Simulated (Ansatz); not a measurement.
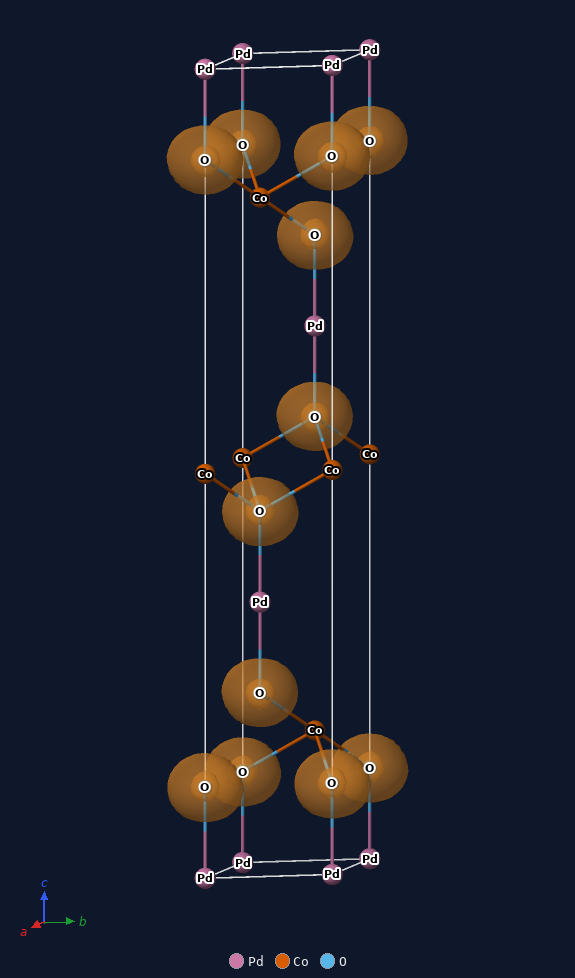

*CoPdO₂. Isosurface of the electron localisation function at 0.65 (orange), seen slightly off an axis. Core shells and regions of very low density are left out. Sticks mark near contacts.*

Space group R-3m; a structure from a database of computed crystals, not necessarily the ambient phase; not relaxed (largest force 0.4 eV/Å); computed pressure about −20 GPa in this cell; the program warned that a starting moment wasn't kept; spin-polarised, but the moments vanished.

Method: Kohn-Sham DFT of a periodic cell, PBEsol, Ansatz PAW in Ansatz 0.2.0.

In a PAW calculation such maps are meaningful between the atoms, not at the nuclei.

```xyz
12
Lattice="2.9195 0.0000 0.0000 -1.4598 2.5284 0.0000 0.0000 0.0000 18.2239" Properties=species:S:1:pos:R:3 pbc="T T T"
Pd    0.0000    0.0000    0.0000
Pd    1.4598    0.8428    6.0746
Pd    0.0000    1.6856   12.1493
Co    0.0000    1.6856    3.0374
Co    0.0000    0.0000    9.1119
Co    1.4598    0.8428   15.1865
O     0.0000    0.0000    2.0498
O     1.4598    0.8428    8.1244
O     0.0000    1.6856   14.1989
O     1.4598    0.8428    4.0249
O     0.0000    1.6856   10.0995
O     0.0000    0.0000   16.1740
```

Where are the electrons localised?

The ELF exceeds this value in six regions wrapped around O (the valence shell of each), counted in one cell of 12 atoms. Regions shared between cells count once. Profiles from the grid: Co–O (1.95 Å): the ELF peaks at about 0.85 in the valence shell of O, 0.7 Å from its nucleus, and is about 0.20 at the midpoint (no localised pair shows between them). Pd–O (2.05 Å): the ELF peaks at about 0.85 in the valence shell of O, 0.6 Å from its nucleus, and is about 0.15 at the midpoint: no localised pair shows between them.
